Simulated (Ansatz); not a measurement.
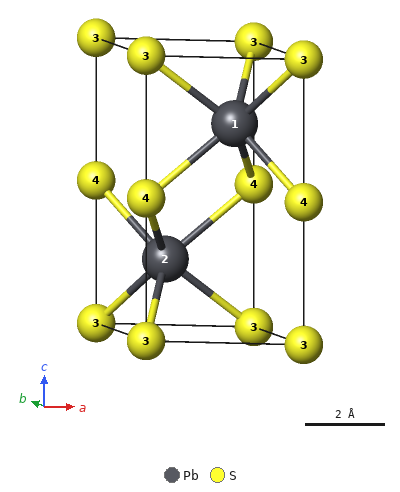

The structure (ball-and-stick view of the cell of the calculation, seen slightly off an axis; atoms are numbered from 1 in the order of the input). Near neighbours in the crystal (not all of them lie inside the picture): Pb has 6 S at 3.01 Å; S has 6 Pb at 3.01 Å.

## Run report: PbS, band-structure calculation

PbS (4 atoms in the cell), computed with DFT PBE, scalar-relativistic, plane waves, PAW, no spin polarisation (Ansatz 0.2.0).

The structure was made by a generator, so it may or may not be a known phase. Figures and captions count atoms from 1; the log counts them from 0 in places.

**Input file**
```yaml
crystal:
  lattice:
    - [4.1285687142, 2.89e-08, 0.0]
    - [-2.0642843821, 3.5754453733, 0.0]
    - [0.0, 0.0, 7.3562732]
  atoms:
    - { symbol: Pb, position: [0.6666666667, 0.3333333333, 0.75] }
    - { symbol: Pb, position: [0.3333333333, 0.6666666667, 0.25] }
    - { symbol: S, position: [0.0, 0.0, 0.0] }
    - { symbol: S, position: [0.0, 0.0, 0.5] }
basis:
  ecutwfc: 420
kpoints:
  mp_grid: { grid: [12, 12, 6] }
  band_path:
    path:
      - [[0.0, 0.0, 0.0], [0.5, 0.0, 0.0], [0.33333333, 0.33333333, 0.0], [0.0, 0.0, 0.0], [0.0, 0.0, 0.5], [0.5, 0.0, 0.5], [0.33333333, 0.33333333, 0.5], [0.0, 0.0, 0.5]]
      - [[0.5, 0.0, 0.5], [0.5, 0.0, 0.0]]
      - [[0.33333333, 0.33333333, 0.5], [0.33333333, 0.33333333, 0.0]]
    npoints: 14
hamiltonian:
  xc: pbe
scf:
  occupations: { method: gaussian, width: 0.01 }
  n_extra_bands: 10
output:
  forces: true
  stress: true
  eigenvalues: true
  populations: true
  dos: { projected: true, de: 0.02, nscf_kmesh: { grid: [15, 15, 8] } }
  bader: true
  write_density: true
  write_potential: true
  elf: true
  volumetric_format: npy
```

Machine: 1 thread of Intel Xeon (Granite Rapids), 192 GiB of memory available, shared host.

Launched with:
```bash
ansatz run input.yaml --threads 1 --pin off --max-ram 3072MiB --backend cpu --events-out ev --progress --plain --runs-dir out
```

**The program's output**
```
scf.n_extra_bands = 10 over 20 filled bands (N_el = 40.0): the run solves 30 bands
Engine: ansatz 0.2.0, x86_64-unknown-linux-gnu
Pseudopotentials: kind: paw
Pseudopotential: Pb, paw, valence charge 14, recommended cutoff 420 eV (normal), Pb.paw.azcp
Pseudopotential: S, paw, valence charge 6, recommended cutoff 420 eV (normal), S.paw.azcp
Functional definition: PBE
  parameter kappa = 0.804
  parameter beta = 0.06672455060314922
  exchange = pbe_x(kappa = kappa, mu = beta*pi^2/3)
  correlation = pbe_c(beta = beta)
Crystal: 4 atoms, lattice volume = 108.589 Å³
Basis set: ecut = 420 eV, 2101 PW (Γ), exchange–correlation on 60×60×100 points (8 copies of the dense FFT grid, shifted against one another)
Bands: 30, of which v1, the nominal top of the filled ones, is band 20 counted from 1 (19 counted from 0)
Symmetry: 24 space group operations
Space group: P63/mmc (ITA 194), of the structure as read, at distance tolerance 4.8e-5 Å
k-points: 76 of 864
Non-local potential: Pb, projectors of the file, l = 0: 2, l = 1: 2, l = 2: 2, l = 3: 2
Non-local potential: S, projectors of the file, l = 0: 2, l = 1: 2, l = 2: 2
PAW form: soft (Blöchl's): semilocal exchange-correlation on the pseudo side does not see the compensation charge
PAW one-centre angular grid: Pb, 590 points (default); XC on 64 Gauss nodes
PAW one-centre angular grid: S, 110 points (default); XC on 64 Gauss nodes
Initial density: superposition of atomic densities (neutral atoms: chi_scale 0, normalization atom), corrected by the library's trained network
Initial wavefunctions: pseudopotential atomic-orbital guess
Functional: x = pbe(κ = 0.804, μ = 0.2195149727645171), c = pbe(β = 0.06672455060314922)
SCF iter   1: F=—  HF=-25618.814487 eV  |F-HF|=—  |Δ(HF+E_count)|=         —  Δρ=7.65e-4  dr2=3.54e-4  ethr=1.77e-3  ⟨swp⟩=7.3  Hψ=11674  notcnv=0  defer=20
preconditioner: auto → Resta (q_TF=auto, 2.310 Å⁻¹)  ε∞=2.9  [insulator: Δε(μ)=0.255 eV  Ē_g=16.255 eV  σ=0.010 eV  W_gap=1.00  n_scr=22 (ndim 8)  ℏωp=22.5 eV  f_vac=0.004  D(μ)=0.00/eV (n_scr^D=0)  ε∞_Penn≈2.9]
SCF iter   2: F=—  HF=-25618.812367 eV  |F-HF|=—  |Δ(HF+E_count)|=   2.12e-3  Δρ=5.18e-4  dr2=2.50e-4  ethr=8.85e-7  ⟨swp⟩=2.9  Hψ=5195  notcnv=0  defer=255
SCF iter   3: F=—  HF=-25618.812615 eV  |F-HF|=—  |Δ(HF+E_count)|=   2.48e-4  Δρ=1.81e-4  dr2=3.36e-5  ethr=6.25e-7  ⟨swp⟩=2.3  Hψ=3822  notcnv=0  defer=255
SCF iter   4: F=—  HF=-25618.812723 eV  |F-HF|=—  |Δ(HF+E_count)|=   1.08e-4  Δρ=7.41e-5  dr2=4.78e-6  ethr=8.41e-8  ⟨swp⟩=2.0  Hψ=3872  notcnv=0  defer=255
SCF iter   5: F=—  HF=-25618.812722 eV  |F-HF|=—  |Δ(HF+E_count)|=   9.78e-7  Δρ=2.13e-5  dr2=5.22e-7  ethr=1.20e-8  ⟨swp⟩=2.1  Hψ=3241  notcnv=0  defer=255
SCF iter   6: F=-25618.812722 eV  HF=-25618.812722 eV  |F-HF|=3.91e-8  |Δ(HF+E_count)|=   1.68e-7  Δρ=6.53e-6  dr2=4.91e-8  ethr=2.50e-10  ⟨swp⟩=12.9  Hψ=16716  notcnv=0
SCF 1 converged in 6 iterations: F = -25618.812722 eV  dr2 = 4.91e-8
  greatest PAW one-centre occupation: 0.981 electrons in one spin orbital (limit 2), on the Pb atom at site 1 (counted from 0), in its partial waves of l = 2
```

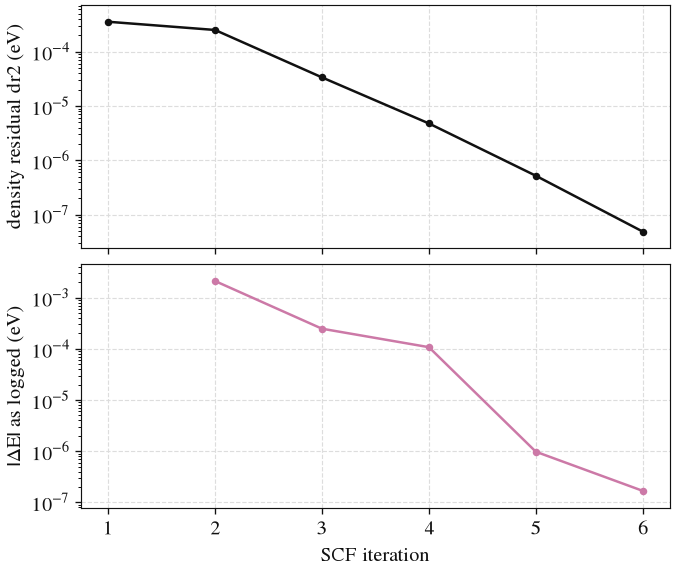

Convergence of the self-consistent field: density residual dr2 and size of the energy change against the SCF iteration. The residual falls at every step.

```
NSCF: frozen V_eff on 129 k-points
NSCF: frozen V_eff on 135 k-points
SCF converged after 6 iterations
Free energy (F): -25618.812722 eV
Harris-Foulkes:  -25618.812722 eV  (|F-HF|=3.91e-8)
Internal energy: -25618.812722 eV  (E = F + TS)
E sigma→0 (E₀):  -25618.812722 eV
Fermi energy:    7.769233 eV
--- Per-component energies (eV) ---
  E_band       = -129.396584
  E_kinetic    = 785.275046
  E_local      = -2506.468733  (includes V_loc(G=0)·N_el)
  E_nonlocal   = 756.834566
  E_hartree    = 972.698687
  E_xc         = -636.142414
  E_vxc        = -439.748879  (∫ρ·V_xc dr)
  E_paw        = -22006.675394  (= ΣΔE_a)
  E_vpaw       = -670.673564  (= ΣTr[D̂ρ^β])
  E_aug_tail   = 0.000101  (compensation charges beyond the density's cutoff)
  E_ewald      = -2984.334580
  E_smearing   = -0.000000  (= −TS)
  E_closure    = 0.000000  (closes the sum)
  Σ components = -25618.812722   (vs F -25618.812722, Δ=0.00e0)
--- Forces (eV/Å), atoms counted from 1 ---
  atom   1  Pb     0.00000000     0.00000000     0.00000000
  atom   2  Pb    -0.00000000    -0.00000000     0.00000000
  atom   3  S     -0.00000000     0.00000000    -0.00000000
  atom   4  S     -0.00000000     0.00000000     0.00000000
  max |Σ_I F_I| component: 2.31e-18 eV/Å
--- Stress (GPa, compression-positive) ---
       -0.047705      -0.000000       0.000000
       -0.000000      -0.047705       0.000000
        0.000000       0.000000      -0.020334
  P = ⅓ Tr σ = -0.0386 GPa (-0.386 kbar)
--- Band table (eV; the first three rows and the last of 76) ---
  k-point 0: bands = ["-8.9998", "-8.9998", "-8.9927", "-8.9927", "-8.9601", "-8.9508", "-8.9382", "-8.9382", "-8.9240", "-8.9240", "-5.3889", "-4.2141", "-1.0931", "1.6139", "5.9007", "6.0209", "6.0209", "6.6371", "6.6371", "7.6418", "9.0465", "10.3603", "10.3603", "12.8093", "12.8093", "13.2185", "13.3404", "15.0595", "15.3688", "15.3688"]
  k-point 1: bands = ["-8.9996", "-8.9996", "-8.9934", "-8.9934", "-8.9594", "-8.9513", "-8.9369", "-8.9369", "-8.9246", "-8.9246", "-5.3339", "-4.3366", "-0.8866", "1.4301", "5.9708", "6.0538", "6.0538", "6.5838", "6.5838", "7.3721", "9.4124", "10.4899", "10.4899", "12.5461", "12.5461", "12.6686", "13.8840", "15.1414", "15.4804", "15.4804"]
  k-point 2: bands = ["-8.9990", "-8.9990", "-8.9953", "-8.9953", "-8.9575", "-8.9529", "-8.9337", "-8.9337", "-8.9266", "-8.9266", "-5.1732", "-4.6172", "-0.3664", "0.9432", "6.1481", "6.1481", "6.1731", "6.4501", "6.4501", "6.9101", "10.1550", "10.8490", "10.8490", "11.8835", "11.9794", "11.9794", "14.7597", "15.3629", "15.8025", "15.8025"]
  k-point 75: bands = ["-9.0080", "-9.0080", "-8.9660", "-8.9660", "-8.9628", "-8.9628", "-8.9628", "-8.9628", "-8.9112", "-8.9112", "-3.8603", "-3.8603", "-0.1020", "-0.1020", "3.7198", "3.7198", "4.9316", "4.9316", "6.8664", "6.8664", "8.9317", "8.9317", "12.2002", "12.2002", "12.2700", "12.2700", "15.0645", "15.0645", "17.4779", "17.4779"]
--- Löwdin populations: 4 sites ---
  site symbol       q [e]
     0     Pb     13.4727
     1     Pb     13.4727
     2      S      6.4688
     3      S      6.4688
  spilling = 0.002924 (of n_electrons = 40.000000)
--- Bader charges: 4 sites ---
  site symbol  charge [e]  shift [e]
     0     Pb      0.9893     0.0000
     1     Pb      0.9894     0.0000
     2      S     -0.9893     0.0000
     3      S     -0.9894     0.0000
  estimated error of the sums over rays = 2.4e-4 e
```

**File bader_charges.tsv**
```
# site	symbol	x_ang	y_ang	z_ang	partial_charge_e	electrons	volume_ang3	relative_density_drop	shared_charge_e	partial_wave_shift_e
# quadrature_error_electrons = 2.4e-4
0	Pb	2.0643	1.1918	5.5172	0.98934	81.01066	26.25	-	0.98934	0.00000
1	Pb	0.0000	2.3836	1.8391	0.98936	81.01064	26.25	-	0.98936	0.00000
2	S	0.0000	0.0000	0.0000	-0.98934	16.98934	28.04	-	-0.98934	0.00000
3	S	0.0000	0.0000	3.6781	-0.98936	16.98936	28.04	-	-0.98936	0.00000
```

**File populations.tsv**
```
# site	symbol	l	j	q
# orbitals = lowdin
# n_electrons = 40.000000
# spilling = 0.002924
0	Pb	0_6S	-	1.947838
0	Pb	1_6P	-	1.528483
0	Pb	2_5D	-	9.996367
1	Pb	0_6S	-	1.947838
1	Pb	1_6P	-	1.528483
1	Pb	2_5D	-	9.996367
2	S	0_3S	-	1.803786
2	S	1_3P	-	4.665049
3	S	0_3S	-	1.803786
3	S	1_3P	-	4.665049
```

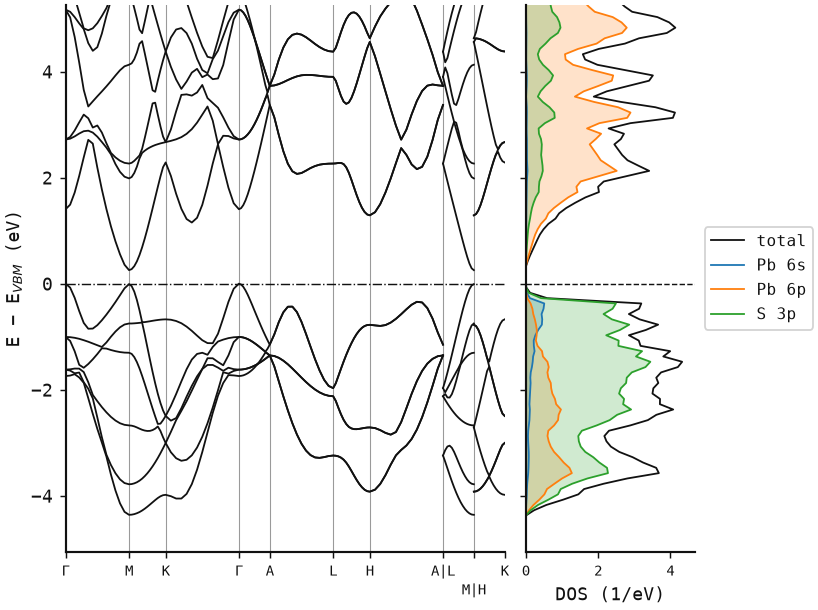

Band structure along Γ–M–K–Γ–A–L–H–A|L–M|H–K and density of states (projected on Löwdin-orthogonalised atomic shells), with energies from the valence-band top. There is a gap of 0.26 eV on this path, direct, at M.

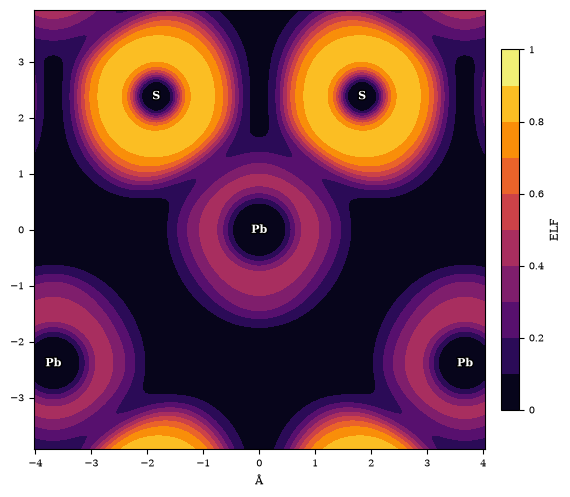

Electron localisation function on the (110) plane of the conventional cell. The section cuts through Pb and S sites. Pb–S (3.01 Å): the ELF peaks at about 0.85 in the valence shell of S, 0.8 Å from its nucleus, and drops to about 0.20 between the two atoms. Core electrons are frozen (PAW), so the fields are smoothed inside the atomic spheres.

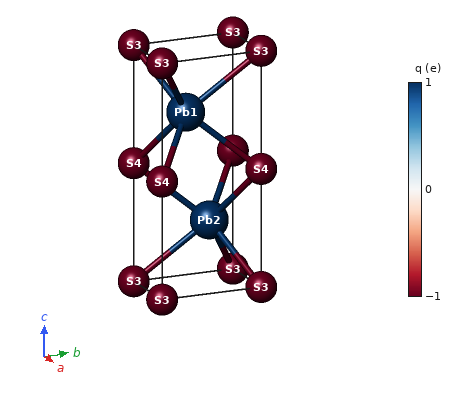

Bader charges, as the colour of each atom (ball-and-stick view of the cell of the calculation, seen slightly off an axis; atoms are numbered from 1 in the order of the input). By element: Pb +0.99 and S −0.99 e.

**Results in brief**

```tsv
quantity	value
outcome	converged
space group (tolerance 0.01 Å)	P6₃/mmc (194)
electrons treated	40
free energy	−25618.8127 eV
Fermi energy	7.769 eV
gap on the k-point mesh	0.26 eV
gap on the band path	0.26 eV
pressure	−0.04 GPa
largest force (length of the vector)	under 0.001 eV/Å
wall time	35 s
peak memory	0.6 GiB
```

Spin–orbit coupling is left out, which matters for Pb.
